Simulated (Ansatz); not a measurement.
ZrS (space group Fm-3m, No. 225): the end point of a relaxation with DFT, PAW plane waves, r2scan (Ansatz 0.2.0).

```cif
data_structure
_symmetry_space_group_name_H-M 'Fm-3m'
_symmetry_Int_Tables_number 225
_cell_length_a 5.2272
_cell_length_b 5.2272
_cell_length_c 5.2272
_cell_angle_alpha 90.000
_cell_angle_beta 90.000
_cell_angle_gamma 90.000
_cell_volume 142.82
loop_
_atom_site_label
_atom_site_type_symbol
_atom_site_symmetry_multiplicity
_atom_site_Wyckoff_symbol
_atom_site_fract_x
_atom_site_fract_y
_atom_site_fract_z
_atom_site_occupancy
Zr1 Zr 4 a 0.00000 0.00000 0.00000 1
S1 S 4 b 0.50000 0.00000 0.00000 1
```

Bonds are taken as S–Zr below 2.9 Å; no other contact counts. Simplification: prune 0- and 1-connected atoms, fold 2-connected ones into links.

What net does this leave?

The result is a uninodal 6-connected, three-periodic net: Zr and S are 6-connected nodes. It is the pcu net, known from NaCl, ReO3 and the B-X framework of perovskite. It is a single net, without interpenetration.

| node | links | point symbol | coordination sequence |
| --- | --- | --- | --- |
| Zr and S | 6 | 4¹²·6³ | 6 18 38 66 102 146 198 258 |

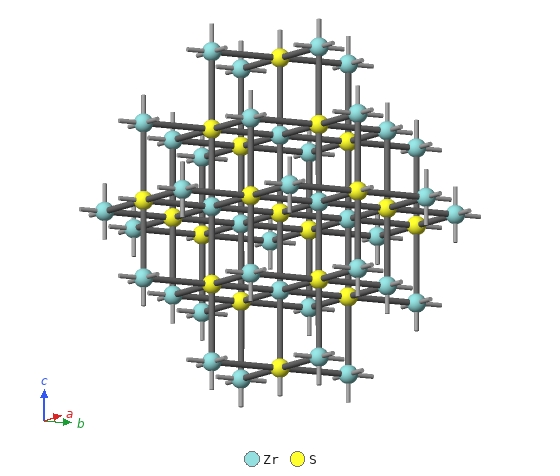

Nodes are coloured by element. Edges to nodes outside the piece are drawn as stubs.
